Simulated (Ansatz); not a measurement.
```yaml
crystal:
  lattice:
    - [0.00000, 0.00000, 6.37971]
    - [-11.57642, 0.00000, 0.00000]
    - [0.00000, -7.70278, 0.00000]
  atoms:
    - { symbol: Tl, position: [0.49976, 0.70557, 0.75000] }
    - { symbol: Tl, position: [0.00024, 0.20557, 0.75000] }
    - { symbol: Tl, position: [0.50024, 0.29443, 0.25000] }
    - { symbol: Tl, position: [0.99976, 0.79443, 0.25000] }
    - { symbol: Br, position: [0.49992, 0.48932, 0.75000] }
    - { symbol: Br, position: [0.00008, 0.98932, 0.75000] }
    - { symbol: Br, position: [0.50008, 0.51068, 0.25000] }
    - { symbol: Br, position: [0.99992, 0.01068, 0.25000] }
    - { symbol: Br, position: [0.50019, 0.83752, 0.48173] }
    - { symbol: Br, position: [0.99981, 0.33752, 0.01827] }
    - { symbol: Br, position: [0.49981, 0.16248, 0.98173] }
    - { symbol: Br, position: [0.00019, 0.66248, 0.51827] }
    - { symbol: Br, position: [0.49981, 0.16248, 0.51827] }
    - { symbol: Br, position: [0.00019, 0.66248, 0.98173] }
    - { symbol: Br, position: [0.50019, 0.83752, 0.01827] }
    - { symbol: Br, position: [0.99981, 0.33752, 0.48173] }
```

Space group Cmcm; a structure from a database of computed crystals, not necessarily the ambient phase; started from the database_62 prototype, which need not be the ambient phase.

These are results of DFT r2SCAN, scalar-relativistic, plane waves, PAW in Ansatz 0.2.0, not measurements.

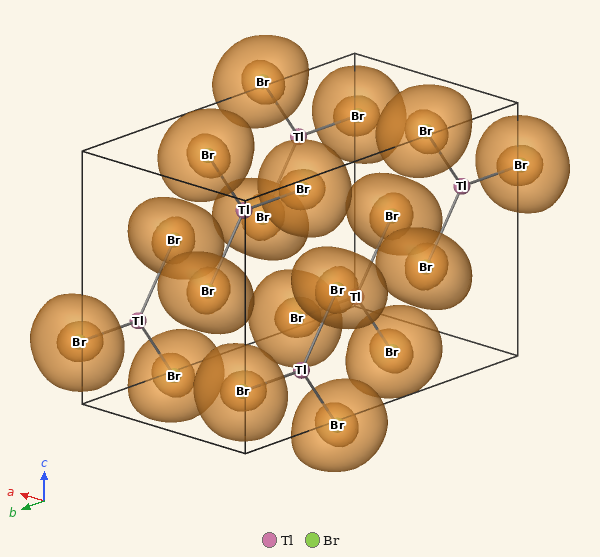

TlBr$_{3}$. Isosurface of the electron localisation function at 0.7 (orange), seen at an oblique angle. Core shells and regions of very low density are left out. Sticks mark near contacts.

Core electrons are frozen (PAW), and the valence fields are smoothed inside the atomic spheres.

> Identify the bonds, lone pairs and shells in this picture.

The surface consists of twelve regions wrapped around Br (the valence shell of each), counted in one cell of 16 atoms. Regions shared between cells count once. Profiles from the grid: Tl–Br (2.50 Å): the ELF is about 0.40 at the midpoint. Tl–Br (2.57 Å): the ELF is about 0.40 at the midpoint.

> Does the calculation give a band gap?

It is gapped, with a Kohn–Sham gap of 1.3 eV on the k-point mesh (the band edges may lie off the mesh, which would make the gap smaller).
